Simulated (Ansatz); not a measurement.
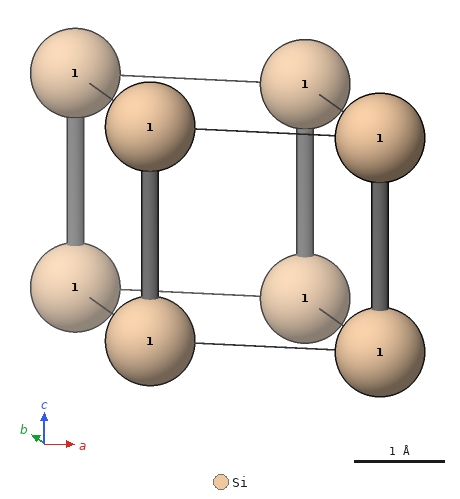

The starting point is a symmetric starting cell of Si. Style: ball-and-stick. Shown: the cell of the calculation, slightly off an axis.

Theory: DFT PBE, scalar-relativistic, plane waves, PAW (Ansatz 0.2.0). (plane-wave cutoff 420 eV; k-point mesh 15 × 15 × 14; occupations gaussian; smearing width 0.1 eV; no spin polarisation)

Now this is done to it. The cell is strained by 0.0 % along c and +3.0 % across it (volume +6.1 %), the atoms keeping their fractional coordinates. No relaxation follows. The starting cell wasn't computed here and needn't be at equilibrium, so pressure and forces aren't due to the change alone.

Q: Predict the response.

A: The pressure is −2.8 GPa (not all of it need come from the change, since the unchanged cell can be under pressure at this level too). The principal stresses (compression positive) are 0.1 GPa along c and −4.2 GPa across it. All forces vanish by symmetry. The space group stays P6/mmm (No. 191).

The changed structure in the same view:

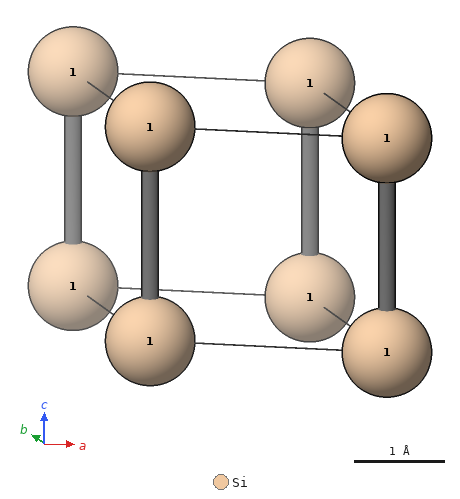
